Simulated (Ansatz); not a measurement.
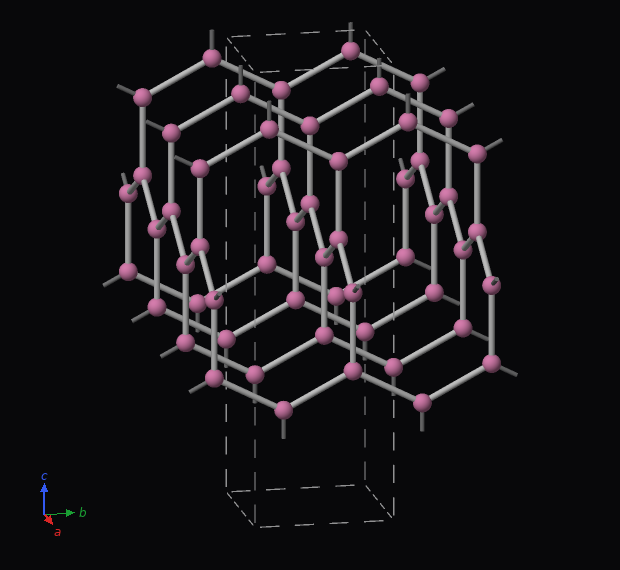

The picture shows a finite piece of the underlying net of a crystal structure, nodes on the atoms' positions. Nodes are coloured by topological kind. Short stubs are edges that leave the cut-out.

> Classify the net: periodicity, connectivity, name.

A uninodal 3-connected, three-periodic net. It is the ths net, known from the silicon net of alpha-ThSi2.

> Give point symbol and coordination sequence.

10³, sequence 3, 6, 12, 24, 38.

Where the net comes from. BN (space group I4_1md, No. 109): the end point of a relaxation with DFT PBE, scalar-relativistic, plane waves, PAW (Ansatz 0.2.0); the starting structure was generated, so it need not be a known form of this composition. Bonds are taken as B–N below 1.7 Å. The graph is simplified in the usual way: terminal and isolated atoms are pruned, two-connected atoms become edges. B and N are 3-connected nodes.
